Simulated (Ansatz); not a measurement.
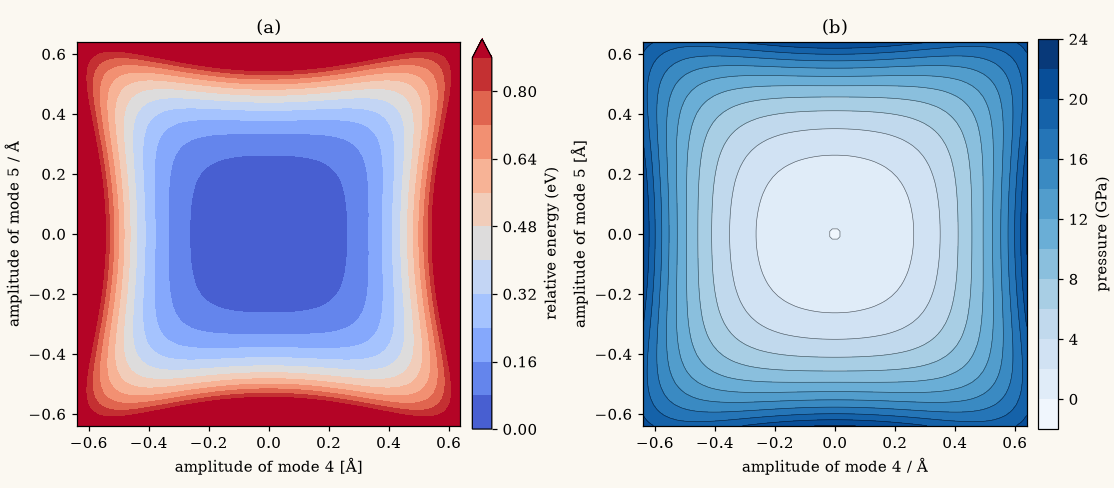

AgCl (Fm-3m, No. 225; 2 atoms in the cell). 
- The energy is mapped over two normal modes frozen in (zone-centre modes of the 2-atom cell of this scan).
- The first coordinate is: amplitude of mode 4 (92 cm⁻¹), largest displacement; the second: amplitude of mode 5 (92 cm⁻¹), largest displacement.
- Nothing is relaxed (the cell and all other modes fixed).
- The grid has 11 × 11 points; 21 points were computed and 100 follow by symmetry.
- Points are written as (first, second).
- Energies: eV per cell, counted from the lowest grid point.
- Level of theory: DFT PBE, scalar-relativistic, plane waves, PAW (Ansatz). Settings: cutoff 420 eV, k-mesh 8×8×8, gaussian smearing 0.05 eV, no spin polarisation.

Panel (a) is the energy; panel (b) is the computed pressure, in GPa.

In the figure: filled contours, one colour for all values above the top of the scale. Between grid points the surface is interpolated.

Question: How does the pressure vary over the map, and what is it at the lowest grid point?

Answer: It runs from 0.0 GPa at (0.000 Å, 0.000 Å) to 22.1 GPa at (−0.639 Å, 0.000 Å). At the lowest grid point, (0.000 Å, 0.000 Å), it is 0.0 GPa.
